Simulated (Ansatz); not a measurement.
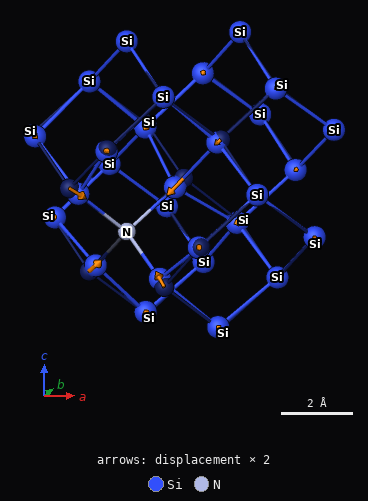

A relaxation of a defect cell of composition Si63N (cell charge −1). The starting structure is drawn faded, the final one solid; orange arrows show the displacements, 2 times their true length.

A ball-and-stick model of the atoms within 5.0 Å of the atom that moves most (axes of the cell of the calculation (origin shifted)), seen slightly off an axis.

The atoms of the start lie slightly off their symmetric places, so part of the fall in energy undoes that.

Theory: DFT, PBEsol, PAW, plane waves (Ansatz). Settings: plane-wave cutoff 420 eV; k-point mesh 1 × 1 × 1; mesh shifted by (0.25, 0.25, 0.25); no spin polarisation; atoms relaxed in a fixed cell; force threshold 0.03 eV/Å; at most 80 steps.

### Which element moves most?

Silicon: up to 0.38 Å, against 0.04 Å for nitrogen.

### Describe the change and its energy.

The largest move is that of a Si atom, 0.38 Å along [−1 −1 −1]. By element the largest moves are Si 0.38 Å, N 0.04 Å. The cell stays as it was. Among the contacts that change: N–Si 2.390 → 1.983 Å, N–Si 2.387 → 2.026 Å, N–Si 2.339 → 2.033 Å, Si–Si 2.333 → 2.395 Å. Among the angles between lasting bonds that change: Si–Si–Si 111.9° → 102.9°, Si–Si–Si 108.4° → 116.2°, Si–Si–Si 109.8° → 102.9°. After 6 geometry steps the energy has fallen by 2.065 eV per cell of the calculation. Largest force component: 1.4 eV/Å at the start, 0.016 eV/Å at the end. The run took 57 s on 7 threads of Arm Neoverse-V2, peak memory 1.8 GiB.

Limits of the set-up: the cell is charged, on a uniform background, and energies carry no finite-size correction.
